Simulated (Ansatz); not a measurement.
# Energy of Hg along an even scaling of the cell

System: Hg (I-42d, 4 atoms in the cell).
Method: Kohn-Sham DFT of a periodic cell, PBE, Ansatz PAW, no spin polarisation (Ansatz 0.2.0).

The 6 runs differ only in the geometry, by an even scaling of the cell at fixed fractional positions. The structure derives from a Materials Project entry.

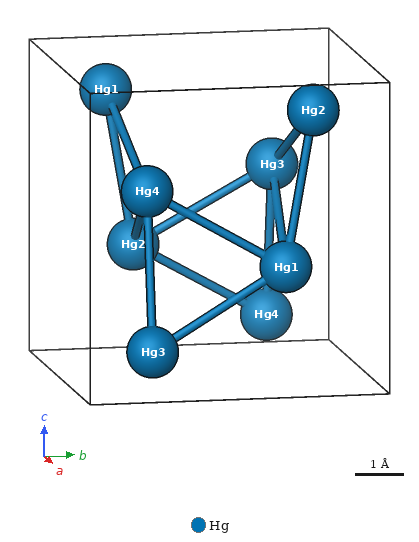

Figure 1. The structure of run 4 (ball-and-stick view of the cell 2 times as large as that of the calculation, set on its symmetry axes, seen slightly off an axis; atoms are numbered from 1 in the order of the input).

**Input of run 4**
```yaml
crystal:
  lattice:
    - [-3.2485154308, 3.2485154308, 3.3668479568]
    - [3.2485154308, -3.2485154308, 3.3668479568]
    - [3.2485154308, 3.2485154308, -3.3668479568]
  atoms:
    - { symbol: Hg, position: [0.079267, 0.125, 0.454267] }
    - { symbol: Hg, position: [0.670733, 0.625, 0.545733] }
    - { symbol: Hg, position: [0.375, 0.920733, 0.045733] }
    - { symbol: Hg, position: [0.875, 0.329267, 0.954267] }
hamiltonian:
  xc: pbe
  pseudopotentials: { kind: paw }
kpoints:
  mp_grid: { grid: [6, 6, 6] }
scf:
  occupations: { method: fermi_dirac, width: 0.05 }
output:
  forces: true
  stress: true
  eigenvalues: true
```

Command:
```bash
ansatz run input.yaml --threads 2 --pin off --max-ram 5120MiB --backend cpu --events-out ev --progress --plain --runs-dir out
```

Lattice vectors (Å) and fractional positions of run 4:
```
  -3.248515    3.248515    3.366848
   3.248515   -3.248515    3.366848
   3.248515    3.248515   -3.366848
Hg  0.079267  0.125000  0.454267
Hg  0.670733  0.625000  0.545733
Hg  0.375000  0.920733  0.045733
Hg  0.875000  0.329267  0.954267
```

Run 5 differs from it as follows:
```diff
-    - [-3.2485154308, 3.2485154308, 3.3668479568]
-    - [3.2485154308, -3.2485154308, 3.3668479568]
-    - [3.2485154308, 3.2485154308, -3.3668479568]
+    - [-3.2696102779, 3.2696102779, 3.3887112185]
+    - [3.2696102779, -3.2696102779, 3.3887112185]
+    - [3.2696102779, 3.2696102779, -3.3887112185]
```

**Results, with one run withheld**

| run | volume per atom (Å³) | free energy per atom, from the lowest run given (meV) | pressure (GPa) | gap on the mesh (eV) |
| --- | --- | --- | --- | --- |
| 1 | 32.743 | 0.96 | 0.22 | 0.00 |
| 2 | 34.137 | 0.00 | 0.01 | 0.00 |
| 3 | 34.833 | 0.09 | −0.05 | 0.03 |
| 4 | 35.530 | 0.46 | −0.12 | 0.15 |
| 5 | 36.227 | ? | ? | ? |
| 6 | 36.923 | 2.05 | −0.25 | 0.38 |

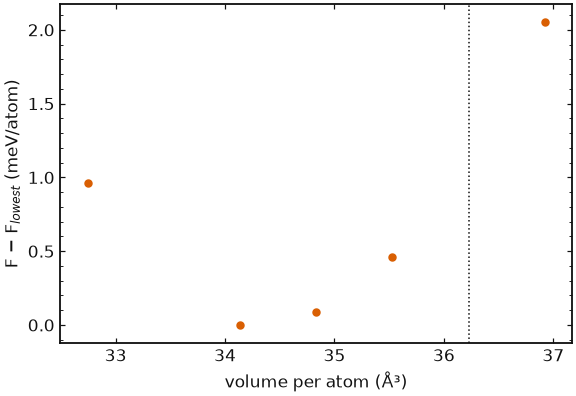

Figure 2. Free energy per atom of the runs given; the dotted line marks run 5.

Estimate the energy of run 5 from the others.

A cubic polynomial in V^(−2/3) (the Birch–Murnaghan form), fitted to the 5 runs given, misses them by at most 0.01 meV per atom. With x = V^(−2/3) − 0.09384 Å⁻², it reads F = 0.064222 − 171.93 x + 1.0293e+05 x² + 3.7328e+05 x³ (meV per atom). At run 5 it gives 1.13 meV per atom, and the run itself gives 1.11. The slope of the fit gives a pressure −dF/dV of −0.18 GPa there, and the run prints −0.18 GPa. The fit has its minimum at 34.330 Å³ per atom, where V d²F/dV² gives 3.86 GPa. Cell shape and fractional positions are held, so this is the stiffness under even scaling; the relaxed bulk modulus wasn't computed. The gap on the mesh lies between 0.00 eV (run 1) and 0.38 eV (run 6); run 5 has 0.27 eV. These are gaps of this functional on this mesh, which can miss the band edges; they aren't the measured gap.

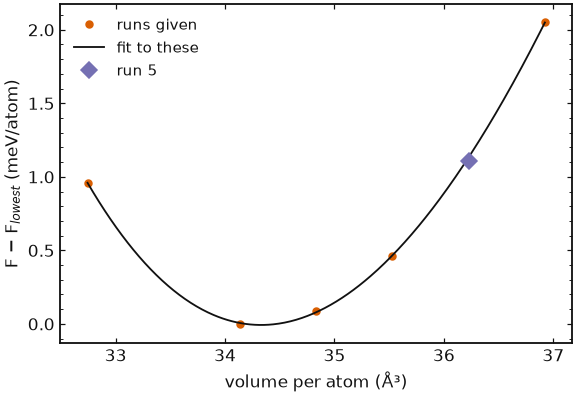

Figure 3. The fit and the withheld run.

**Output, shortened to warnings, some set-up lines, iterations and results (run 5)**
```
Basis set: ecut = 420 eV, 2851 PW (Γ), exchange–correlation on 80×80×80 points (8 copies of the dense FFT grid, shifted against one another)
Symmetry: 8 space group operations
k-points: 30 of 216 (time reversal used)
Initial density: superposition of atomic densities (neutral atoms: chi_scale 0, normalization atom), corrected by the library's trained network
[...]
SCF iter   1: F=—  HF=-55253.713500 eV  |F-HF|=—  |Δ(HF+E_count)|=         —  Δρ=1.75e-3  dr2=6.37e-3  ethr=1.77e-3  ⟨swp⟩=7.0  Hψ=5194  notcnv=0  defer=8
SCF iter   2: F=—  HF=-55253.715967 eV  |F-HF|=—  |Δ(HF+E_count)|=   2.47e-3  Δρ=9.78e-4  dr2=2.16e-3  ethr=7.97e-6  ⟨swp⟩=2.2  Hψ=2333  notcnv=0  defer=25
SCF iter   3: F=—  HF=-55253.716487 eV  |F-HF|=—  |Δ(HF+E_count)|=   5.20e-4  Δρ=2.87e-4  dr2=2.20e-4  ethr=2.70e-6  ⟨swp⟩=2.1  Hψ=2002  notcnv=0  defer=7
SCF iter   4: F=—  HF=-55253.716710 eV  |F-HF|=—  |Δ(HF+E_count)|=   2.23e-4  Δρ=9.29e-5  dr2=1.68e-5  ethr=2.75e-7  ⟨swp⟩=2.0  Hψ=2078  notcnv=0  defer=7
SCF iter   5: F=—  HF=-55253.716712 eV  |F-HF|=—  |Δ(HF+E_count)|=   1.28e-6  Δρ=3.32e-5  dr2=1.94e-6  ethr=2.10e-8  ⟨swp⟩=2.0  Hψ=2086  notcnv=0  defer=7
SCF iter   6: F=-55253.716715 eV  HF=-55253.716715 eV  |F-HF|=5.33e-8  |Δ(HF+E_count)|=   3.32e-6  Δρ=8.51e-6  dr2=8.67e-8  ethr=1.25e-10  ⟨swp⟩=7.6  Hψ=6467  notcnv=0
SCF 1 converged in 6 iterations: F = -55253.716715 eV  dr2 = 8.67e-8
SCF converged after 6 iterations
Free energy (F): -55253.716715 eV
Harris-Foulkes:  -55253.716715 eV  (|F-HF|=5.33e-8)
Internal energy: -55253.716202 eV  (E = F + TS)
E sigma→0 (E₀):  -55253.716459 eV
Entropy (-TS):   -0.000513 eV (-0.128 meV/atom)
Fermi energy:    7.768691 eV
--- Per-component energies (eV) ---
  E_band       = -2034.650105
  E_kinetic    = 2419.843322
  E_local      = -12826.571623  (includes V_loc(G=0)·N_el)
  E_nonlocal   = 291.634128
  E_hartree    = 5453.939190
  E_xc         = -880.339457
  E_vxc        = -1046.477148  (∫ρ·V_xc dr)
  E_paw        = -39784.191128  (= ΣΔE_a)
  E_vpaw       = -1780.980821  (= ΣTr[D̂ρ^β])
  E_aug_tail   = 0.003709  (compensation charges beyond the density's cutoff)
  E_ewald      = -9928.034342
  E_smearing   = -0.000513  (= −TS)
  E_closure    = 0.000000  (closes the sum)
  Σ components = -55253.716715   (vs F -55253.716715, Δ=0.00e0)
--- Forces (eV/Å), atoms counted from 1 ---
  atom   1  Hg     0.00000000    -0.01095480    -0.00000000
  atom   2  Hg     0.00000000     0.01095480    -0.00000000
  atom   3  Hg     0.01095480     0.00000000     0.00000000
  atom   4  Hg    -0.01095480     0.00000000    -0.00000000
  max |Σ_I F_I| component: 4.51e-17 eV/Å
--- Stress (GPa, compression-positive) ---
       -0.279132      -0.000000      -0.000000
       -0.000000      -0.279132       0.000000
       -0.000000       0.000000       0.004222
  P = ⅓ Tr σ = -0.1847 GPa (-1.847 kbar)
```

Notes: Spin–orbit coupling is left out, which matters for Hg.
